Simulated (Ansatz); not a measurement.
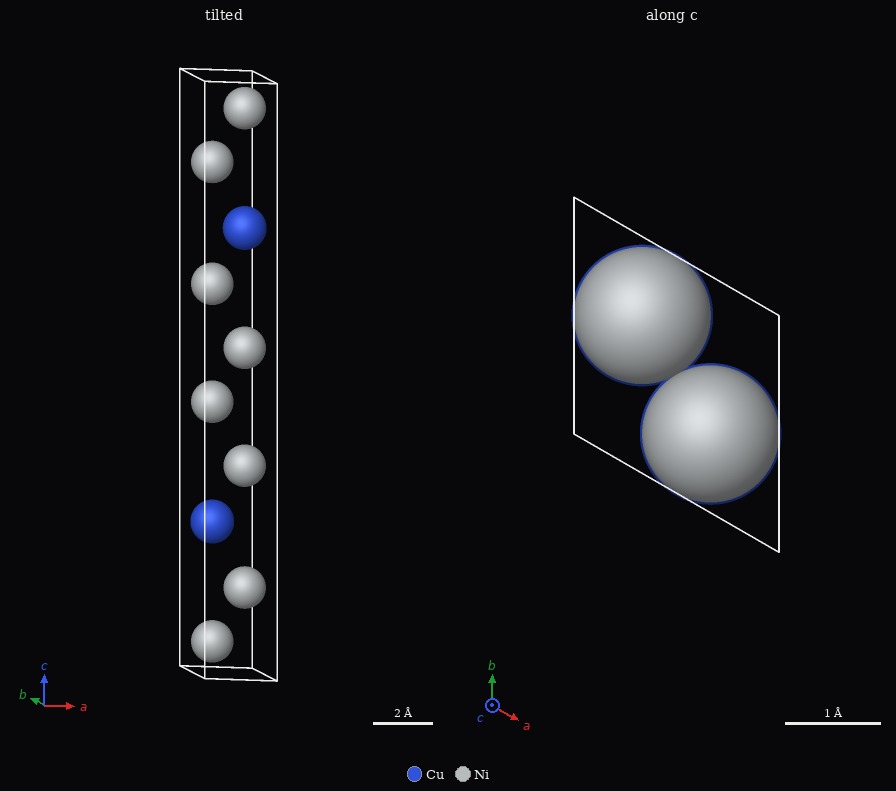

The structure above is drawn in spheres-only style and viewed slightly off an axis and along the c axis. Atoms at the boundary of the conventional unit cell (the box) are drawn once for each face, edge or corner they touch. Cell: a = 2.49 Å, b = 2.49 Å, c = 20.63 Å, α = 90.00°, β = 90.00°, γ = 120.00°.

The structure comes from a structure type filled with these elements by a generator (whether the compound takes this form wasn't checked). Earlier steps of the study, as a rule a relaxation of our own, may have changed the cell and positions, so they can lie some per cent off the listed ones. It was the input of a calculation with Ansatz.

> In words:

Its composition is CuNi4. The lattice is primitive hexagonal and the space group P6_3/mmc (No. 194). Cell content 2 Cu, 8 Ni; Z = 2. Each Cu has six Cu and six Ni in an anticuboctahedral arrangement (about 2.5 Å to Cu, 2.5 Å to Ni). Ni takes two kinds of site: 4f with nine Ni and three Cu in an anticuboctahedral arrangement (about 2.5 Å to Ni, 2.5 Å to Cu); 4f with twelve Ni in an anticuboctahedral arrangement at about 2.5 Å.

Run with DFT PBE, scalar-relativistic, plane waves, PAW in Ansatz 0.2.0 and these settings: plane waves up to 420 eV, Brillouin-zone sampling on an 18×18×2 mesh, Gaussian smearing of 0.1 eV, collinear spins.

> Which atoms carry magnetic moments in this run, and how do they order?

The state reached is ferromagnetic. Sizes: Ni 0.5 to 0.7 μB; net moment 4.4 μB in the run's cell of 10 atoms.

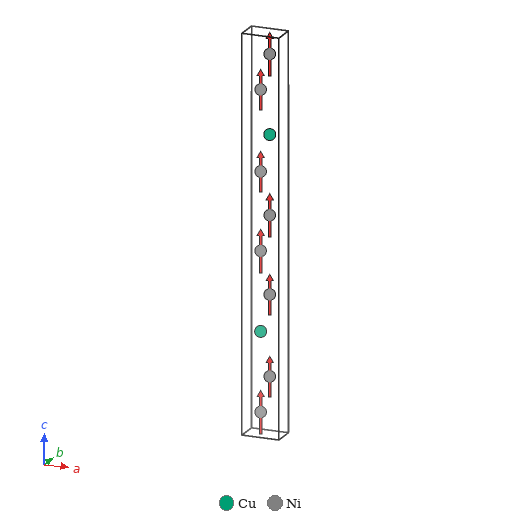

Site moments above 0.25 μB as arrows, small induced ones on non-metal atoms left out (red along the largest or up, blue against, purple across). The run's cell of 10 atoms is drawn.

> Predict the gap.

A metal: bands cross the Fermi level.

> How charged are the atoms, by the Bader scheme?

Cu +0.03 e; Ni -0.01 e.

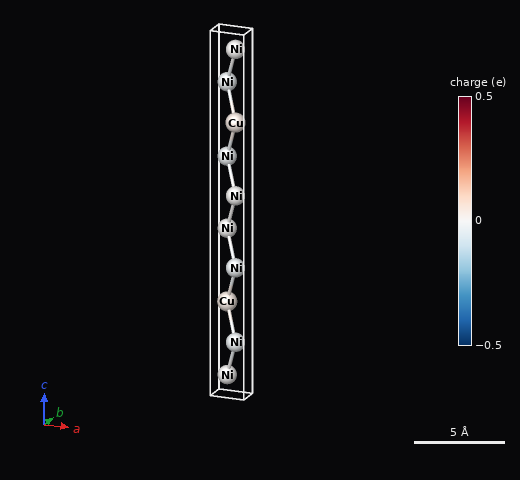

The atoms coloured by those charges. The run's cell of 10 atoms is drawn.

> Is the structure relaxed at this level of theory?

Yes. All forces vanish to within 0.01 eV/Å. The pressure is 0.0 GPa, close to zero.
